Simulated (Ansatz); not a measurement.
The coordinates of a crystal:

```yaml
crystal:
  lattice:
    - [-5.23799, 0.06726, -0.11587]
    - [0.11587, -0.14747, 5.41913]
    - [2.60967, 5.15656, 2.62003]
  atoms:
    - { symbol: Sr, position: [0.00000, 0.00000, 0.00000] }
    - { symbol: Sr, position: [0.43969, 0.49893, 0.96202] }
    - { symbol: Sr, position: [0.27792, 0.19301, 0.52480] }
    - { symbol: Sr, position: [0.74165, 0.69466, 0.49920] }
    - { symbol: O, position: [0.22361, 0.72233, 0.45966] }
    - { symbol: O, position: [0.75489, 0.24703, 0.45315] }
    - { symbol: O, position: [0.97128, 0.50207, 0.98270] }
    - { symbol: O, position: [0.43809, 0.97284, 0.98643] }
```

Work out the structure from the coordinates.

Its composition is SrO. No point symmetry survives, so the space group is P1. It is a distorted form of a face-centred cubic structure, space group Fm-3m (No. 225) within 0.60 Å: rock salt (NaCl type). The cell has 8 atoms, namely 4 Sr, 4 O. The polyhedra are SrO6 octahedra; they share corners and edges. The coordination shell of Sr holds six O in a distorted octahedral arrangement at 2.35 to 2.91 Å. O is linked to six Sr in a distorted octahedral arrangement at 2.35 to 2.91 Å. The bonds build a three-dimensional framework.

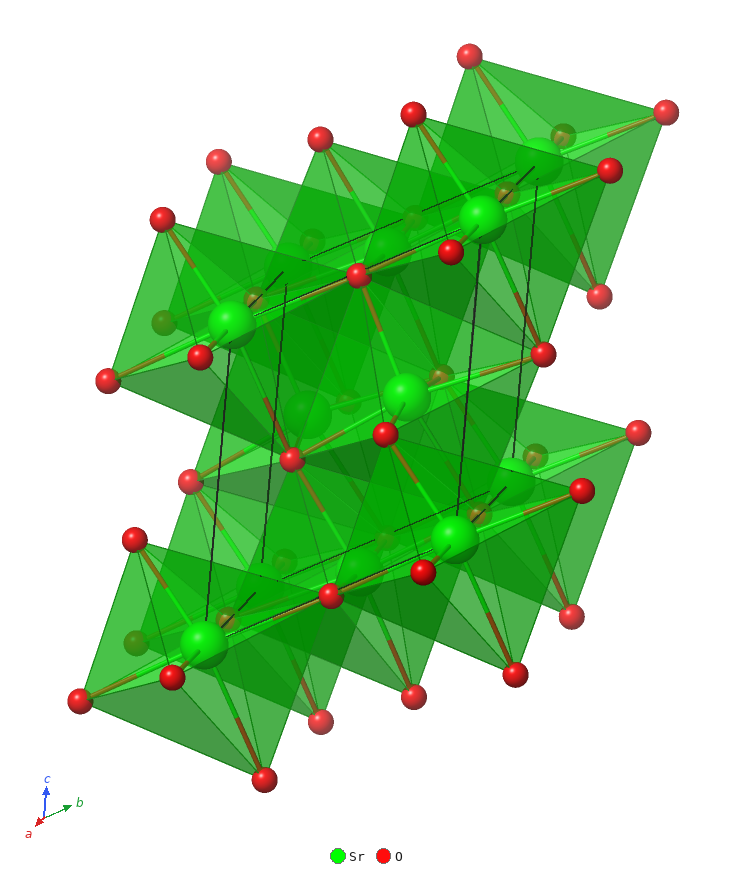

Drawn in the polyhedral manner and seen slightly off an axis. The edges of the unit cell are marked. Some atoms of the next cells are drawn as well.

Where the cell comes from: a known structure type with the cell strained and the atoms shaken on purpose. No relaxation was applied. It went into a calculation with Ansatz.

At this level of theory the cell isn't at rest (forces up to 1.3 eV/Å), so its distances can differ from those at equilibrium, the more so the softer the solid.
